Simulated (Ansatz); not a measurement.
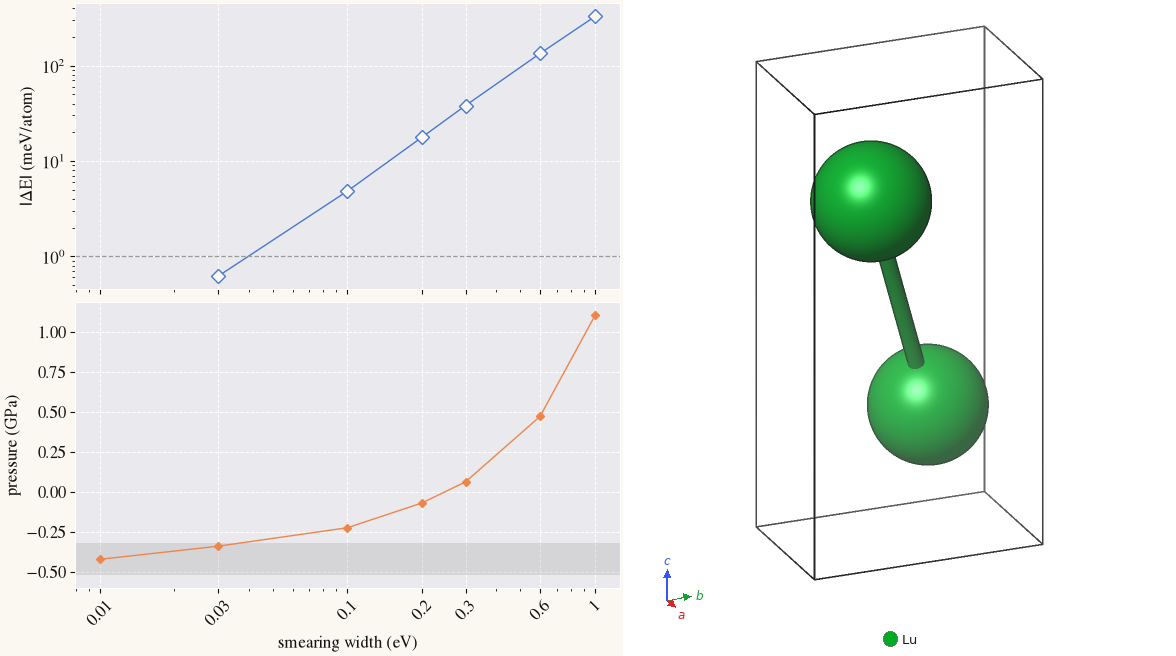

Beside the plot: the structure in its conventional cell.

One cell, run at 7 values of the smearing width.
System: Lu (P6_3/mmc, 2 atoms in the cell).
Method: DFT, r2SCAN, plane waves (500 eV) with PAW, scalar-relativistic in Ansatz; 10×10×6 k-mesh, Gaussian smearing.
ΔE is the free energy less its value at the smallest setting, 0.01 eV.
Dashed lines or grey bands mark the tolerance: 1 meV/atom and 0.1 GPa.
On logarithmic panels, open markers lie below the reference value and filled ones above.

> What is enough for the free energy to 1 meV/atom?

The free energy is within 1 meV/atom of the smallest setting's value from 0.03 eV down. It is off by 330 meV/atom at 1 eV, 38 meV/atom at 0.3 eV and 4.8 meV/atom at 0.1 eV (always below it). The free energy falls with the width because it holds the −TS term of the fractional occupations.

> And the pressure, to 0.1 GPa?

The pressure is within 0.1 GPa of the smallest setting's value from 0.03 eV down. It is 1.10 GPa at 1 eV, 0.06 GPa at 0.3 eV, −0.22 GPa at 0.1 eV and −0.42 GPa at 0.01 eV.
